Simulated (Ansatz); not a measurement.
BN

```cif
data_structure
_symmetry_space_group_name_H-M 'P 1'
_symmetry_Int_Tables_number 1
_cell_length_a 4.5302
_cell_length_b 4.5302
_cell_length_c 2.5380
_cell_angle_alpha 90.000
_cell_angle_beta 90.000
_cell_angle_gamma 90.000
_cell_volume 52.09
loop_
_atom_site_label
_atom_site_type_symbol
_atom_site_fract_x
_atom_site_fract_y
_atom_site_fract_z
_atom_site_occupancy
B1 B 0.17413 0.82587 0.50000 1
B2 B 0.32587 0.32587 0.00000 1
B3 B 0.67413 0.67413 0.00000 1
B4 B 0.82587 0.17413 0.50000 1
N1 N 0.81239 0.81239 0.50000 1
N2 N 0.31239 0.68761 0.00000 1
N3 N 0.68761 0.31239 0.00000 1
N4 N 0.18761 0.18761 0.50000 1
```

Space group P4₂/mnm; a point of a scan over the structure, not its minimum; a structure from a database of computed crystals, not necessarily the ambient phase; computed pressure about −18 GPa in this cell; PAW files of the earlier set (soft_1).

Method: DFT PBEsol, scalar-relativistic, plane waves, PAW (Ansatz 0.2.0).

Core electrons are frozen (PAW), and the valence fields are smoothed inside the atomic spheres.

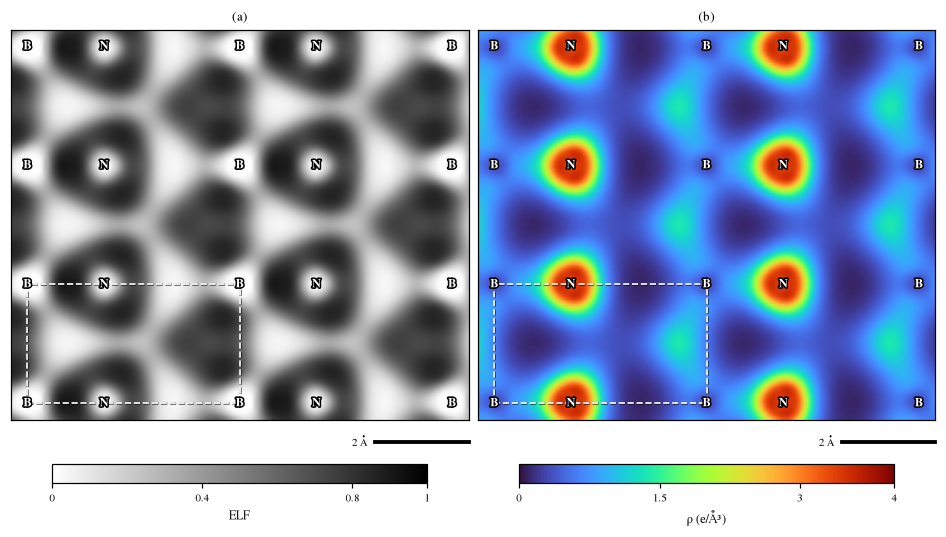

Figure 1. (a) ELF; (b) valence charge density (pseudo) on the (100) plane of the conventional cell.

Q: Describe what can be read from this map.

A: Atoms in the plane: B and N.
Atoms just off the plane (B, 0.7 Å away and N, 0.6 Å away) can leave unmarked features too.
B–N (1.64 Å): ρ is about 1.2 e/Å³ halfway; the ELF peaks at about 0.90 between the atoms, as expected for a shared but strongly polarised pair.
Between the atoms the lowest density in this plane is 0.1 e/Å³.

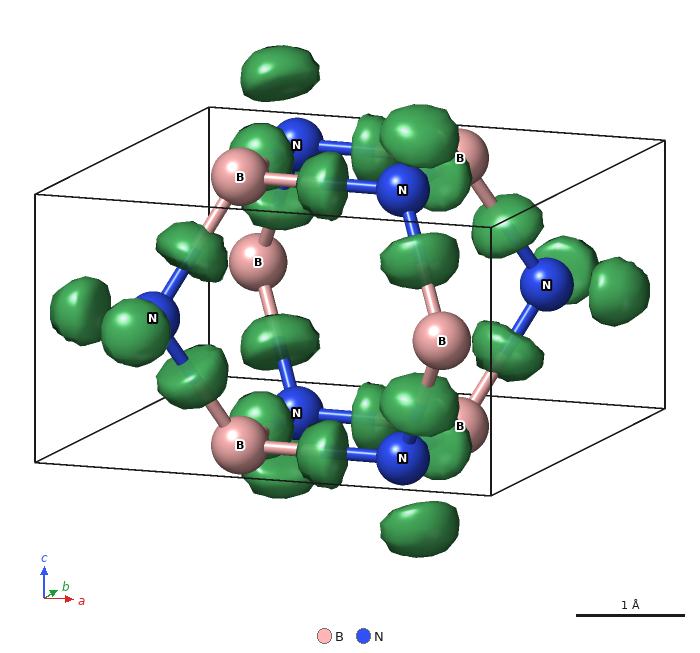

Figure 2. Isosurface of the ELF at 0.85 (green), seen slightly off an axis. Only the valence region is drawn (cores and ρ < 0.01 e/Å³ removed). Sticks mark near contacts.

Q: Identify the bonds, lone pairs and shells in this picture.

A: The surface consists of 16 regions between bonded B–N atoms (shared pairs), counted in one cell of 8 atoms. Any copies at cell faces, edges or corners count once. Along the contacts the grid gives the following. B–N (1.55 Å): the ELF peaks at about 0.95 between the atoms (a shared but strongly polarised pair).

Q: Does the calculation make it a metal, or give it a gap?

A: It is gapped, with a Kohn–Sham gap of 4.7 eV on the k-point mesh (the band edges may lie off the mesh, which would make the gap smaller).
